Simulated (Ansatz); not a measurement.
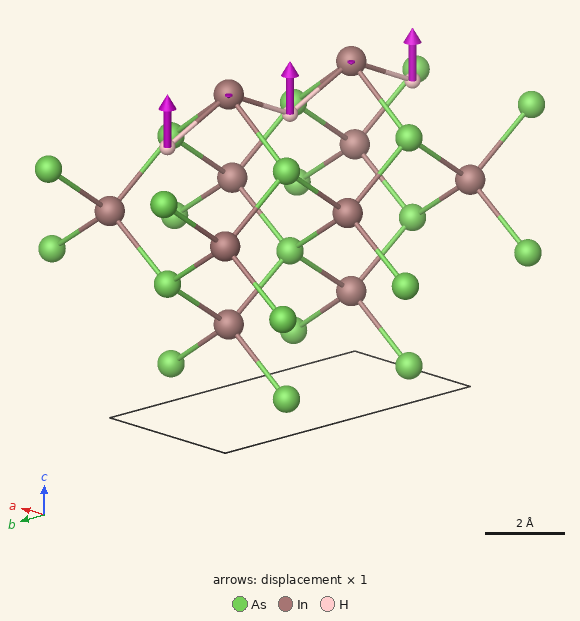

A constrained relaxation of a slab of composition In3As3H (cut from the F-43m phase). The starting structure is drawn; purple arrows show the displacements, at their true length.

The picture is a ball-and-stick view of the 1 × 2 repeat of the cell, outlined in the plane, without the vacuum, seen from a free direction.

Case: H put at a bridge In-In site. The slab is the (1 0 0) face of InAs with H on it. 3 atoms are held fixed.

All numbers below come from DFT PBEsol, scalar-relativistic, plane waves, PAW (Ansatz).

Input file:
```yaml
crystal:
  lattice:
    - [4.3044884334, 0.0, 0.0]
    - [0.0, 4.3044884334, 0.0]
    - [0.0, 0.0, 26.609332402]
  atoms:
    - { symbol: As, position: [0.0, 0.5, 0.3194368003] }
    - { symbol: In, position: [0.5, 0.5, 0.3766297602] }
    - { symbol: As, position: [0.5, 0.0, 0.4338227201] }
    - { symbol: In, position: [0.0, 0.0, 0.4894380325] }
    - { symbol: As, position: [0.0, 0.5, 0.5482065611] }
    - { symbol: In, position: [0.5, 0.5, 0.6074784776] }
    - { symbol: H, position: [0.5, 1.0, 0.5714009095] }
basis:
  ecutwfc: 420
kpoints:
  mp_grid: { grid: [7, 7, 1] }
hamiltonian:
  xc: pbesol
scf:
  occupations: { method: gaussian, width: 0.1 }
output:
  forces: true
  eigenvalues: true
  write_density: true
  write_potential: true
  elf: true
  volumetric_format: npy
relax:
  adjacent_minimum: "off"
  f_tol: 0.03
  max_steps: 70
  constraints: [{ sites: [0, 1, 2] }]
efield:
  axis: 3
  dipole_correction: true
  ramp_width: 0.04
```

Launched with:
```bash
ansatz run input.yaml --threads 2 --pin off --max-ram 5120MiB --backend cpu --events-out ev --progress --plain --runs-dir out
```

**Which element moves most?**

Hydrogen: up to 1.41 Å, against 0.10 Å for indium.

**What happened in the run?**

The largest move is that of H7, 1.41 Å along the normal (+c). Largest moves by element: H 1.41 Å, In 0.10 Å. As stays in place. The cell stays as it was. Among the contacts that change: In6–H7 2.357 → 2.223 Å, As5–In6 2.668 → 2.609 Å, In4–As5 2.660 → 2.649 Å, As3–In4 2.612 → 2.621 Å. Among the angles between lasting bonds that change: In6–As5–In6 107.5° → 111.1°, As5–In6–As5 107.5° → 111.1°. Over 8 accepted moves (9 points after the start) the energy falls by 1.130 eV per cell of the calculation. Largest force component: 1.1 eV/Å at the start, 0.0058 eV/Å at the end. 1 step only repeated the SCF at the same geometry. The run took 4.1 min on 2 threads of AMD EPYC 7R43 64-Core Processor (Zen 3), with other jobs on the host, peak memory 0.86 GiB.

Limits of the set-up: the periodic images lie only 4.3 Å apart, so the values are limited by the cell's size.
